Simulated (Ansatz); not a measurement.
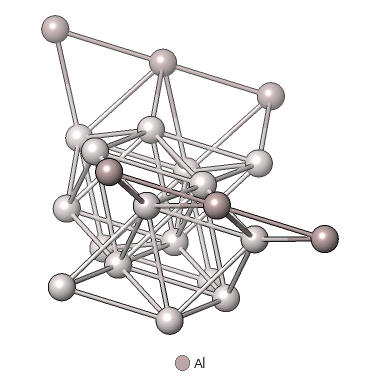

The system is N on an Al(101) slab cut from the P6_3/mmc phase, its upper half relaxed before the scan (18 atoms of substrate and one adsorbate in a 2 × 1 cell); the picture shows it without the atoms that are moved over the map. N is moved over the surface cell; relaxed at each place: the height of the adsorbate's atoms; substrate rigid; the origin of the map has the adsorbate above Al17. Places are given modulo a cell vector. The map is drawn in real space over the plane of the surface. The scan uses a 4 × 4 grid. Places are given in fractions of the 1 × 1 surface cell. Energies are in eV, from the lowest grid point. At some places the adsorbate sinks to or below the level of the top layer. Theory: DFT PBE, scalar-relativistic, plane waves, PAW in Ansatz 0.2.0. Settings: cutoff 420 eV, k-mesh 5×3×1, gaussian smearing 0.1 eV, no spin polarisation.

Range: position of N19 along the first surface vector from 0.00 to 0.75; position of N19 along the second surface vector from 0.00 to 0.75.

### Predict the map.

The lowest grid point is at a place at or below the level of the top layer, (3/4, 2/4) of the cell vectors. The highest grid point, the top site over a surface Al atom, (0/4, 0/4) of the cell vectors, lies 3.20 eV above the lowest. At the lowest point the adsorbate has 2 Al at 1.79 Å as nearest neighbours, at the highest 1 Al at 1.75 Å. Its relaxed height above the top atom is −0.05 Å at the lowest and 1.75 Å at the highest point.

```
second ↓, first →   0/4   1/4   2/4   3/4
              3/4  2.19  1.28  1.37  2.22
              2/4  2.10  2.84  2.04  0.00
              1/4  0.50  0.59  2.20  2.16
              0/4  3.20  2.54  0.51  2.54
```

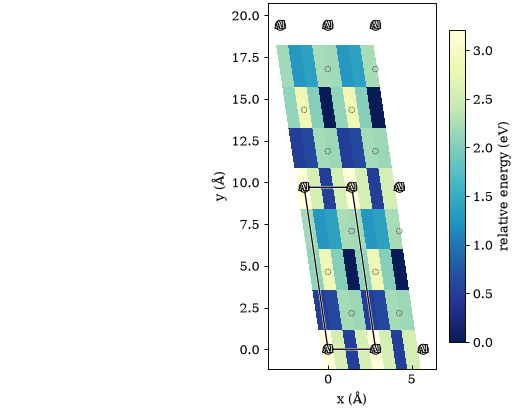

The picture shows one coloured cell a grid point, labelled circles for the atoms of the top layer and small ones for the second layer, the outline of one cell of the 2 × 2 shown.

Time for the 16 points that were run: 46 min on 2 threads of Arm Neoverse N1 (shared host).

PAW datasets: the set soft_1.
